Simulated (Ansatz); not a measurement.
## Geometry relaxation of PbF$_{2}$ (part 1 of 2)

- system: PbF$_{2}$ (Fm-3m, 3 atoms in the cell)
- method: DFT, PBE, PAW with Ansatz's default frozen-core files, scalar-relativistic, no spin polarisation (Ansatz 0.2.0)

The structure derives from an entry of the Crystallography Open Database. It belongs to a series of runs on one base structure; here: cell and atoms relaxed, PAW files.

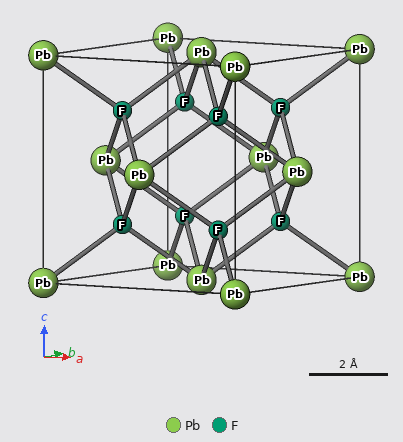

Fig. 1: The structure as given in the input (ball-and-stick view of the cell 4 times as large as that of the calculation, set on its symmetry axes, seen at an oblique angle). Near neighbours in the crystal (not all of them lie inside the picture): Pb has 8 F at 2.57 Å; F has 4 Pb at 2.57 Å.

## Input file
```yaml
crystal:
  lattice:
    - [0.0, 2.96366, 2.96366]
    - [2.96366, 0.0, 2.96366]
    - [2.96366, 2.96366, 0.0]
  atoms:
    - { symbol: Pb, position: [0.0, 0.0, 0.0] }
    - { symbol: F, position: [0.25, 0.25, 0.25] }
    - { symbol: F, position: [0.75, 0.75, 0.75] }
kpoints:
  mp_grid: { grid: [8, 8, 8] }
scf:
  occupations: { method: fermi_dirac, width: 0.02 }
hamiltonian:
  xc: pbe
  pseudopotentials: { kind: paw }
output:
  forces: true
  stress: true
  write_density: true
  write_potential: true
  elf: true
  volumetric_format: npy
relax:
  f_tol: 0.005
  max_steps: 50
  cell: {}
```

Launch command:
```bash
ansatz run input.yaml --threads 1 --pin off --max-ram 3072MiB --backend cpu --events-out ev --progress --plain --runs-dir out
```

## Output
```
Engine: ansatz 0.2.0, aarch64-unknown-linux-gnu
Pseudopotentials: kind: paw
Pseudopotential: Pb, paw, valence charge 14, recommended cutoff 420 eV (normal), Pb.paw.azcp
Pseudopotential: F, paw, valence charge 7, recommended cutoff 420 eV (normal), F.paw.azcp
Functional definition: PBE
  parameter kappa = 0.804
  parameter beta = 0.06672455060314922
  exchange = pbe_x(kappa = kappa, mu = beta*pi^2/3)
  correlation = pbe_c(beta = beta)
Crystal: 3 atoms, lattice volume = 52.061 Å³
Basis set: ecut = 420 eV, 965 PW (Γ), exchange–correlation on 60×60×60 points (8 copies of the dense FFT grid, shifted against one another)
Bands: 18, of which v1, the nominal top of the filled ones, is band 14 counted from 1 (13 counted from 0)
Symmetry: 48 space group operations
Space group: Fm-3m (ITA 225), of the structure as read, at distance tolerance 3.7e-5 Å
k-points: 29 of 512
Non-local potential: Pb, projectors of the file, l = 0: 2, l = 1: 2, l = 2: 2, l = 3: 2
Non-local potential: F, projectors of the file, l = 0: 2, l = 1: 2, l = 2: 1
PAW form: soft (Blöchl's): semilocal exchange-correlation on the pseudo side does not see the compensation charge
PAW one-centre angular grid: Pb, 590 points (default); XC on 64 Gauss nodes
PAW one-centre angular grid: F, 110 points (default); XC on 64 Gauss nodes
Initial density: superposition of atomic densities (neutral atoms: chi_scale 0, normalization atom), corrected by the library's trained network
Initial wavefunctions: pseudopotential atomic-orbital guess
Functional: x = pbe(κ = 0.804, μ = 0.2195149727645171), c = pbe(β = 0.06672455060314922)
SCF iter   1: F=—  HF=-13524.696240 eV  |F-HF|=—  |Δ(HF+E_count)|=         —  Δρ=4.60e-4  dr2=4.32e-5  ethr=1.77e-3  ⟨swp⟩=6.1  Hψ=2565  notcnv=0
preconditioner: auto → none  [insulator: Δε(μ)=4.416 eV  Ē_g=17.169 eV  σ=0.020 eV  W_gap=1.00  n_scr=14 (ndim 8)  ℏωp=27.2 eV  f_vac=0.132  D(μ)=0.00/eV (n_scr^D=0)  ε∞_Penn≈3.5]
SCF iter   2: F=—  HF=-13524.695701 eV  |F-HF|=—  |Δ(HF+E_count)|=   5.39e-4  Δρ=3.77e-4  dr2=2.72e-5  ethr=1.54e-7  ⟨swp⟩=3.2  Hψ=1641  notcnv=0
SCF iter   3: F=—  HF=-13524.695741 eV  |F-HF|=—  |Δ(HF+E_count)|=   4.00e-5  Δρ=1.81e-4  dr2=4.77e-6  ethr=9.70e-8  ⟨swp⟩=2.1  Hψ=746  notcnv=0
SCF iter   4: F=—  HF=-13524.695781 eV  |F-HF|=—  |Δ(HF+E_count)|=   3.97e-5  Δρ=1.21e-4  dr2=4.97e-6  ethr=1.70e-8  ⟨swp⟩=2.0  Hψ=1044  notcnv=0
SCF iter   5: F=—  HF=-13524.695779 eV  |F-HF|=—  |Δ(HF+E_count)|=   1.47e-6  Δρ=2.84e-5  dr2=2.64e-7  ethr=1.70e-8  ⟨swp⟩=2.3  Hψ=910  notcnv=0
SCF iter   6: F=-13524.695779 eV  HF=-13524.695779 eV  |F-HF|=3.98e-9  |Δ(HF+E_count)|=   1.19e-7  Δρ=2.11e-6  dr2=7.25e-10  ethr=3.57e-10  ⟨swp⟩=7.8  Hψ=3047  notcnv=0
SCF 1 converged in 6 iterations: F = -13524.695779 eV  dr2 = 7.25e-10
  greatest PAW one-centre occupation: 0.984 electrons in one spin orbital (limit 2), on the Pb atom at site 0 (counted from 0), in its partial waves of l = 2
relax step   1: F+E_penalty+E_count = -13524.69577894 eV  Δ(F+E_penalty+E_count) = +0.000e0 eV  max|allowed force component| = 9.252e-18 eV/Å  Δτ_max = 0.0000 Å  P = +2.684 GPa  Ω = 52.061 Å³  (6 SCF iters, dr2 threshold 1.00e-7 eV, accepted)
Crystal: 3 atoms, lattice volume = 55.391 Å³
Basis set: ecut = 420 eV, 1067 PW (Γ), exchange–correlation on 60×60×60 points (8 copies of the dense FFT grid, shifted against one another)
Initial density: handed on by an earlier stage of this run
Initial wavefunctions: those handed on with the density
iter 1 solved again at ethr=4.81e-5 eV; its pass at ethr=3.10e-3 eV (dr2=1.35e-2 eV) is discarded
SCF iter   1: F=—  HF=-13524.695331 eV  |F-HF|=—  |Δ(HF+E_count)|=         —  Δρ=3.61e-3  dr2=1.29e-2  ethr=4.81e-5  ⟨swp⟩=1.9  Hψ=3264  notcnv=0
preconditioner: auto → none  [insulator: Δε(μ)=4.466 eV  Ē_g=16.825 eV  σ=0.020 eV  W_gap=1.00  n_scr=14 (ndim 8)  ℏωp=26.4 eV  f_vac=0.144  D(μ)=0.00/eV (n_scr^D=0)  ε∞_Penn≈3.5]
SCF iter   2: F=—  HF=-13524.691205 eV  |F-HF|=—  |Δ(HF+E_count)|=   4.13e-3  Δρ=3.44e-3  dr2=3.58e-3  ethr=4.62e-5  ⟨swp⟩=3.0  Hψ=1125  notcnv=0
SCF iter   3: F=—  HF=-13524.690541 eV  |F-HF|=—  |Δ(HF+E_count)|=   6.64e-4  Δρ=1.22e-3  dr2=7.65e-4  ethr=1.28e-5  ⟨swp⟩=2.0  Hψ=1076  notcnv=0
SCF iter   4: F=—  HF=-13524.690397 eV  |F-HF|=—  |Δ(HF+E_count)|=   1.44e-4  Δρ=3.08e-4  dr2=6.84e-5  ethr=2.73e-6  ⟨swp⟩=2.3  Hψ=703  notcnv=0
SCF iter   5: F=—  HF=-13524.690350 eV  |F-HF|=—  |Δ(HF+E_count)|=   4.73e-5  Δρ=7.38e-5  dr2=2.99e-6  ethr=2.44e-7  ⟨swp⟩=2.3  Hψ=784  notcnv=0
SCF iter   6: F=-13524.690351 eV  HF=-13524.690351 eV  |F-HF|=4.46e-9  |Δ(HF+E_count)|=   1.78e-6  Δρ=8.98e-6  dr2=3.34e-8  ethr=1.07e-9  ⟨swp⟩=6.5  Hψ=3494  notcnv=0
SCF 2 converged in 6 iterations: F = -13524.690351 eV  dr2 = 3.34e-8
relax step   2: F+E_penalty+E_count = -13524.69035149 eV  Δ(F+E_penalty+E_count) = +5.427e-3 eV  max|allowed force component| = 8.481e-17 eV/Å  Δτ_max = 0.0000 Å  P = -2.083 GPa  Ω = 55.391 Å³  energy of the carried Pulay correction = -9.400e-3 eV  (6 SCF iters, dr2 threshold 3.00e-7 eV, accepted)
Crystal: 3 atoms, lattice volume = 53.885 Å³
iter 1 solved again at ethr=9.27e-6 eV; its pass at ethr=3.10e-3 eV (dr2=2.60e-3 eV) is discarded
SCF iter   1: F=—  HF=-13524.705806 eV  |F-HF|=—  |Δ(HF+E_count)|=         —  Δρ=1.62e-3  dr2=2.42e-3  ethr=9.27e-6  ⟨swp⟩=1.4  Hψ=3146  notcnv=0
preconditioner: auto → none  [insulator: Δε(μ)=4.403 eV  Ē_g=16.978 eV  σ=0.020 eV  W_gap=1.00  n_scr=14 (ndim 8)  ℏωp=26.8 eV  f_vac=0.138  D(μ)=0.00/eV (n_scr^D=0)  ε∞_Penn≈3.5]
SCF iter   2: F=—  HF=-13524.705106 eV  |F-HF|=—  |Δ(HF+E_count)|=   6.99e-4  Δρ=1.54e-3  dr2=6.89e-4  ethr=8.66e-6  ⟨swp⟩=2.8  Hψ=988  notcnv=0
SCF iter   3: F=—  HF=-13524.704980 eV  |F-HF|=—  |Δ(HF+E_count)|=   1.26e-4  Δρ=5.13e-4  dr2=1.30e-4  ethr=2.46e-6  ⟨swp⟩=2.0  Hψ=999  notcnv=0
SCF iter   4: F=—  HF=-13524.704923 eV  |F-HF|=—  |Δ(HF+E_count)|=   5.68e-5  Δρ=1.63e-4  dr2=1.94e-5  ethr=4.65e-7  ⟨swp⟩=1.4  Hψ=606  notcnv=0
SCF iter   5: F=—  HF=-13524.704921 eV  |F-HF|=—  |Δ(HF+E_count)|=   2.07e-6  Δρ=4.20e-5  dr2=1.10e-6  ethr=6.93e-8  ⟨swp⟩=2.9  Hψ=853  notcnv=0
SCF iter   6: F=-13524.704921 eV  HF=-13524.704921 eV  |F-HF|=1.56e-9  |Δ(HF+E_count)|=   2.25e-7  Δρ=5.47e-6  dr2=1.78e-8  ethr=1.07e-9  ⟨swp⟩=8.1  Hψ=3194  notcnv=0
SCF 3 converged in 6 iterations: F = -13524.704921 eV  dr2 = 1.78e-8
relax step   3: F+E_penalty+E_count = -13524.70492130 eV  Δ(F+E_penalty+E_count) = -1.457e-2 eV  max|allowed force component| = 7.864e-17 eV/Å  Δτ_max = 0.0000 Å  P = -0.088 GPa  Ω = 53.885 Å³  energy of the carried Pulay correction = -5.222e-3 eV  (6 SCF iters, dr2 threshold 3.00e-7 eV, accepted)
Crystal: 3 atoms, lattice volume = 53.824 Å³
iter 1 solved again at ethr=2.51e-8 eV; its pass at ethr=3.10e-3 eV (dr2=7.03e-6 eV) is discarded
SCF iter   1: F=—  HF=-13524.705148 eV  |F-HF|=—  |Δ(HF+E_count)|=         —  Δρ=7.18e-5  dr2=4.69e-6  ethr=2.51e-8  ⟨swp⟩=2.2  Hψ=2952  notcnv=0
preconditioner: auto → none  [insulator: Δε(μ)=4.422 eV  Ē_g=16.986 eV  σ=0.020 eV  W_gap=1.00  n_scr=14 (ndim 8)  ℏωp=26.8 eV  f_vac=0.138  D(μ)=0.00/eV (n_scr^D=0)  ε∞_Penn≈3.5]
SCF iter   2: F=—  HF=-13524.705112 eV  |F-HF|=—  |Δ(HF+E_count)|=   3.66e-5  Δρ=6.76e-5  dr2=1.35e-6  ethr=1.68e-8  ⟨swp⟩=2.0  Hψ=855  notcnv=0
SCF iter   3: F=—  HF=-13524.705112 eV  |F-HF|=—  |Δ(HF+E_count)|=   2.30e-7  Δρ=2.35e-5  dr2=2.69e-7  ethr=4.84e-9  ⟨swp⟩=2.0  Hψ=928  notcnv=0
SCF iter   4: F=—  HF=-13524.705111 eV  |F-HF|=—  |Δ(HF+E_count)|=   3.62e-8  Δρ=6.95e-6  dr2=3.43e-8  ethr=9.60e-10  ⟨swp⟩=1.7  Hψ=638  notcnv=0
SCF iter   5: F=-13524.705111 eV  HF=-13524.705111 eV  |F-HF|=2.55e-10  |Δ(HF+E_count)|=   1.04e-9  Δρ=1.78e-6  dr2=1.76e-9  ethr=6.98e-11  ⟨swp⟩=6.9  Hψ=2771  notcnv=0
SCF 4 converged in 5 iterations: F = -13524.705111 eV  dr2 = 1.76e-9
relax step   4: F+E_penalty+E_count = -13524.70511150 eV  Δ(F+E_penalty+E_count) = -1.902e-4 eV  max|allowed force component| = 6.322e-17 eV/Å  Δτ_max = 0.0000 Å  P = -0.002 GPa  Ω = 53.824 Å³  energy of the carried Pulay correction = -5.049e-3 eV  (5 SCF iters, dr2 threshold 1.95e-8 eV, accepted)
Initial wavefunctions: pseudopotential atomic-orbital guess (no wavefunctions were taken with the density)
iter 1 solved again at ethr=4.92e-8 eV; its pass at ethr=3.10e-3 eV (dr2=1.38e-5 eV) is discarded
SCF iter   1: F=—  HF=-13524.711699 eV  |F-HF|=—  |Δ(HF+E_count)|=         —  Δρ=3.75e-4  dr2=1.13e-5  ethr=4.92e-8  ⟨swp⟩=3.0  Hψ=4202  notcnv=0
preconditioner: auto → none  [insulator: Δε(μ)=4.423 eV  Ē_g=16.986 eV  σ=0.020 eV  W_gap=1.00  n_scr=14 (ndim 8)  ℏωp=26.8 eV  f_vac=0.138  D(μ)=0.00/eV (n_scr^D=0)  ε∞_Penn≈3.5]
SCF iter   2: F=—  HF=-13524.711717 eV  |F-HF|=—  |Δ(HF+E_count)|=   1.83e-5  Δρ=1.64e-4  dr2=5.32e-6  ethr=4.03e-8  ⟨swp⟩=2.0  Hψ=928  notcnv=0
SCF iter   3: F=—  HF=-13524.711730 eV  |F-HF|=—  |Δ(HF+E_count)|=   1.25e-5  Δρ=1.01e-4  dr2=1.29e-6  ethr=1.90e-8  ⟨swp⟩=2.0  Hψ=808  notcnv=0
SCF iter   4: F=—  HF=-13524.711738 eV  |F-HF|=—  |Δ(HF+E_count)|=   7.96e-6  Δρ=8.73e-6  dr2=1.18e-8  ethr=4.60e-9  ⟨swp⟩=2.0  Hψ=928  notcnv=0
SCF iter   5: F=—  HF=-13524.711738 eV  |F-HF|=—  |Δ(HF+E_count)|=   4.10e-8  Δρ=1.05e-6  dr2=2.68e-10  ethr=4.21e-11  ⟨swp⟩=2.7  Hψ=942  notcnv=0
SCF iter   6: F=-13524.711738 eV  HF=-13524.711738 eV  |F-HF|=1.82e-12  |Δ(HF+E_count)|=  2.86e-10  Δρ=1.79e-7  dr2=7.16e-12  ethr=1.00e-12  ⟨swp⟩=5.9  Hψ=2330  notcnv=0
SCF 5 converged in 6 iterations: F = -13524.711738 eV  dr2 = 7.16e-12
relax step   5: F+E_penalty+E_count = -13524.71173784 eV  Δ(F+E_penalty+E_count) = -6.626e-3 eV  max|allowed force component| = 8.789e-17 eV/Å  Δτ_max = 0.0000 Å  P = +0.246 GPa  Ω = 53.824 Å³  stress off target by 2.46e-1 GPa  SCF on the basis re-selected at this cell (its energy is not comparable with the rows above)  (6 SCF iters)
basis re-selected at this cell: Δ(F+E_penalty+E_count) = -6.626e-3 eV, ΔP = +0.248 GPa vs the last step (what re-selecting the basis moved, of the pressure what is left beyond the Pulay correction that the steps carried, after the strain that the cell walked since its last selection, with what the two solves' SCF thresholds leave and, on support functions, any second-order correction that the steps lacked; it is no measure of the basis error at this ecutwfc). This SCF's stress stands 2.46e-1 GPa from its target on what of the cell is left free (relax.cell.stress_tol is 5.00e-2 GPa) and its largest allowed force component is 8.79e-17 eV/Å (relax.f_tol is 5.00e-3 eV/Å): not within both, so this SCF does not close the relaxation
Crystal: 3 atoms, lattice volume = 53.998 Å³
iter 1 solved again at ethr=1.81e-7 eV; its pass at ethr=3.10e-3 eV (dr2=5.08e-5 eV) is discarded
SCF iter   1: F=—  HF=-13524.711433 eV  |F-HF|=—  |Δ(HF+E_count)|=         —  Δρ=1.89e-4  dr2=3.38e-5  ethr=1.81e-7  ⟨swp⟩=2.2  Hψ=3011  notcnv=0
preconditioner: auto → none  [insulator: Δε(μ)=4.424 eV  Ē_g=16.969 eV  σ=0.020 eV  W_gap=1.00  n_scr=14 (ndim 8)  ℏωp=26.7 eV  f_vac=0.138  D(μ)=0.00/eV (n_scr^D=0)  ε∞_Penn≈3.5]
SCF iter   2: F=—  HF=-13524.711388 eV  |F-HF|=—  |Δ(HF+E_count)|=   4.50e-5  Δρ=1.82e-4  dr2=9.84e-6  ethr=1.21e-7  ⟨swp⟩=2.0  Hψ=846  notcnv=0
SCF iter   3: F=—  HF=-13524.711386 eV  |F-HF|=—  |Δ(HF+E_count)|=   1.83e-6  Δρ=6.07e-5  dr2=1.86e-6  ethr=3.52e-8  ⟨swp⟩=2.0  Hψ=928  notcnv=0
SCF iter   4: F=—  HF=-13524.711386 eV  |F-HF|=—  |Δ(HF+E_count)|=   2.93e-7  Δρ=1.93e-5  dr2=2.81e-7  ethr=6.65e-9  ⟨swp⟩=1.3  Hψ=582  notcnv=0
SCF iter   5: F=-13524.711386 eV  HF=-13524.711386 eV  |F-HF|=8.80e-10  |Δ(HF+E_count)|=   3.25e-8  Δρ=4.85e-6  dr2=1.49e-8  ethr=5.41e-10  ⟨swp⟩=7.8  Hψ=2895  notcnv=0
SCF 6 converged in 5 iterations: F = -13524.711386 eV  dr2 = 1.49e-8
relax step   6: F+E_penalty+E_count = -13524.71138616 eV  Δ(F+E_penalty+E_count) = +3.517e-4 eV  max|allowed force component| = 6.630e-17 eV/Å  Δτ_max = 0.0000 Å  P = +0.020 GPa  Ω = 53.998 Å³  energy of the carried Pulay correction = -4.963e-4 eV  (5 SCF iters, dr2 threshold 1.52e-7 eV, accepted)
iter 1 solved again at ethr=3.16e-8 eV; its pass at ethr=3.10e-3 eV (dr2=8.86e-6 eV) is discarded
SCF iter   1: F=—  HF=-13524.711691 eV  |F-HF|=—  |Δ(HF+E_count)|=         —  Δρ=1.66e-5  dr2=3.86e-8  ethr=3.16e-8  ⟨swp⟩=3.0  Hψ=4202  notcnv=0
preconditioner: auto → none  [insulator: Δε(μ)=4.422 eV  Ē_g=16.969 eV  σ=0.020 eV  W_gap=1.00  n_scr=14 (ndim 8)  ℏωp=26.7 eV  f_vac=0.138  D(μ)=0.00/eV (n_scr^D=0)  ε∞_Penn≈3.5]
SCF iter   2: F=—  HF=-13524.711659 eV  |F-HF|=—  |Δ(HF+E_count)|=   3.23e-5  Δρ=7.53e-6  dr2=1.80e-8  ethr=1.38e-10  ⟨swp⟩=2.0  Hψ=928  notcnv=0
SCF iter   3: F=—  HF=-13524.711659 eV  |F-HF|=—  |Δ(HF+E_count)|=   1.67e-9  Δρ=4.55e-6  dr2=2.76e-9  ethr=6.41e-11  ⟨swp⟩=2.0  Hψ=816  notcnv=0
SCF iter   4: F=—  HF=-13524.711659 eV  |F-HF|=—  |Δ(HF+E_count)|=   1.53e-9  Δρ=1.32e-6  dr2=2.20e-10  ethr=9.87e-12  ⟨swp⟩=2.1  Hψ=716  notcnv=0
SCF iter   5: F=-13524.711659 eV  HF=-13524.711659 eV  |F-HF|=1.46e-11  |Δ(HF+E_count)|=  2.16e-10  Δρ=2.37e-7  dr2=7.44e-12  ethr=1.00e-12  ⟨swp⟩=4.1  Hψ=2544  notcnv=0
SCF 7 converged in 5 iterations: F = -13524.711659 eV  dr2 = 7.44e-12
relax step   7: F+E_penalty+E_count = -13524.71165919 eV  Δ(F+E_penalty+E_count) = -2.730e-4 eV  max|allowed force component| = 6.939e-17 eV/Å  Δτ_max = 0.0000 Å  P = +0.027 GPa  Ω = 53.998 Å³  stress off target by 2.73e-2 GPa  SCF on the basis re-selected at this cell (its energy is not comparable with the rows above)  (5 SCF iters)
```

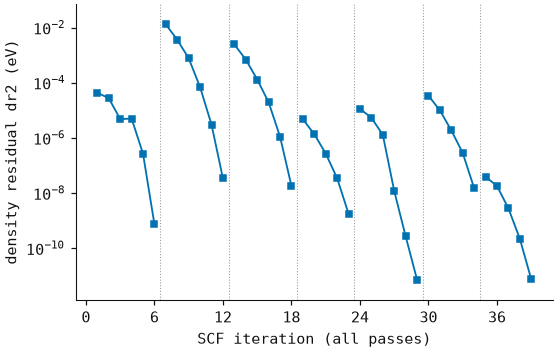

Fig. 2: Convergence of the self-consistent field: density residual dr2 against the SCF iteration. The dotted lines part the SCF passes of the relaxation: geometry steps, rejected trials and re-solves on a re-selected basis. The 7 passes take 5 to 6 iterations each, 39 in all.

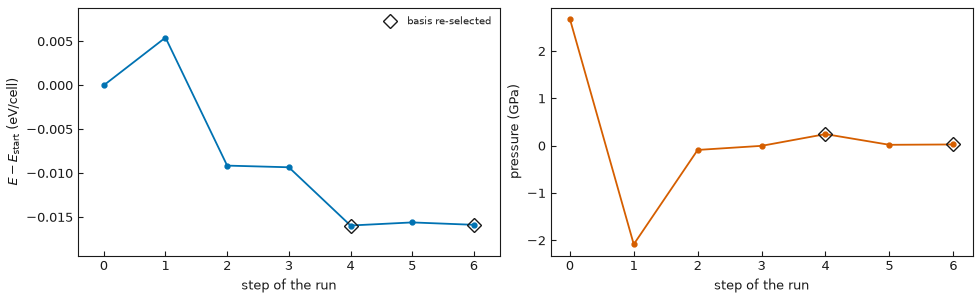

Fig. 3: Progress of the relaxation, step by step (the first geometry is step 0 here and step 1 in the log).
